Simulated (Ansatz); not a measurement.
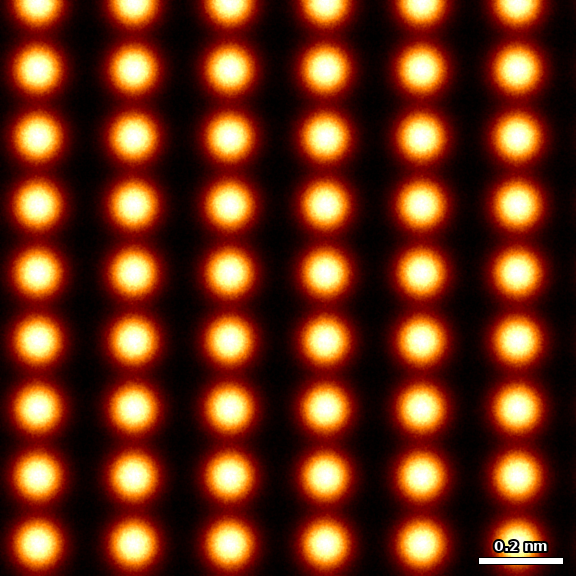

HAADF-like image of Ge. Simulated incoherent Z contrast: every atom adds Z^1.6 spread by a probe of 0.92 Å full width; channelling and multiple scattering are left out. The probe carries 25 % of its weight in a tail 2.5 times as wide. Shot noise was added.

Measure the repeat of the pattern.

Answer. The pattern repeats on a rectangular net of 1.6 × 2.3 Å.

What is the plane group of the image?

Answer. p2mm: mirror lines in two perpendicular directions, with twofold points where they cross.

How many columns does the smallest repeating cell hold, and how many levels of brightness?

Answer. 1 column in the primitive cell of 3.8 Å², all of one brightness.

The crystal is Ge (Im-3m, No. 229) seen along [110]. Structure used: the input geometry of an electronic-structure calculation (not necessarily at equilibrium); the starting structure was generated, so it need not be a known form of this composition.
